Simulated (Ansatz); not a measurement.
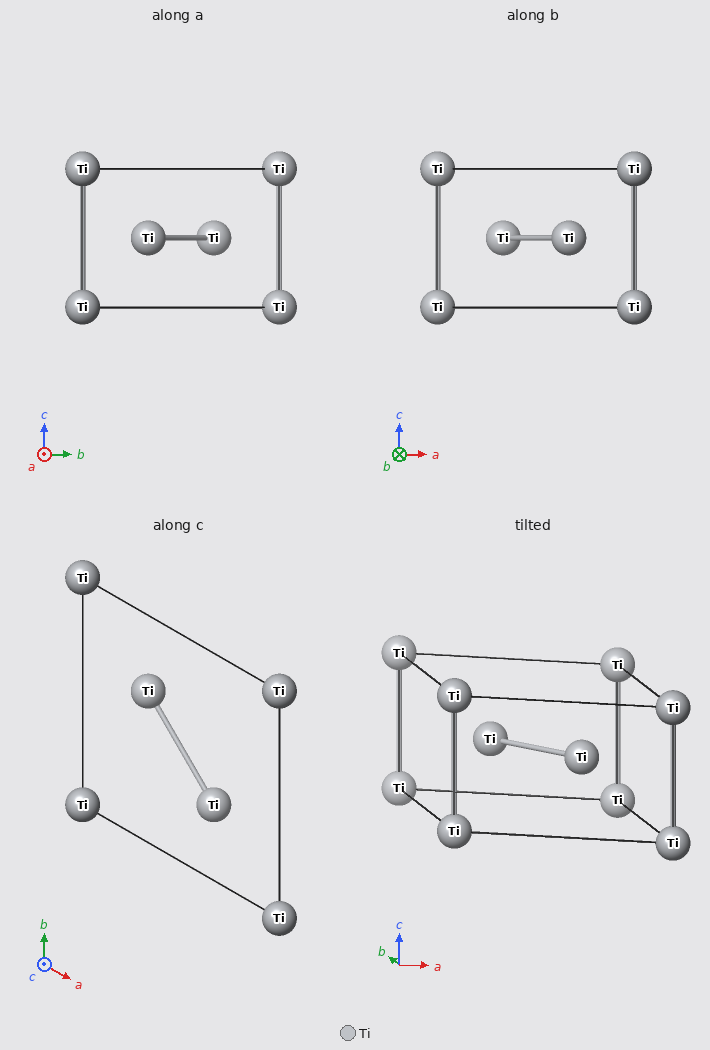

View along the a axis, along the b axis, along the c axis and slightly off an axis, drawn as a ball-and-stick model. The parallelepiped is the conventional unit cell.

Lattice parameters: a = 4.6051 Å, b = 4.6051 Å, c = 2.8012 Å, α = 90.000°, β = 90.000°, γ = 120.000°.

> Put the structure into a CIF in P1 with every atom of the cell.

```cif
data_structure
_symmetry_space_group_name_H-M 'P 1'
_symmetry_Int_Tables_number 1
_cell_length_a 4.6051
_cell_length_b 4.6051
_cell_length_c 2.8012
_cell_angle_alpha 90.000
_cell_angle_beta 90.000
_cell_angle_gamma 120.000
_cell_volume 51.45
loop_
_atom_site_label
_atom_site_type_symbol
_atom_site_fract_x
_atom_site_fract_y
_atom_site_fract_z
_atom_site_occupancy
Ti1 Ti 0.0000 0.0000 0.0000 1
Ti2 Ti 0.3333 0.6667 0.5000 1
Ti3 Ti 0.6667 0.3333 0.5000 1
```

The structure comes from a structure type filled with this element by a generator (whether the element takes this form wasn't checked). Earlier steps of the study may have refined or changed the cell and positions. A calculation with Ansatz used it as input.
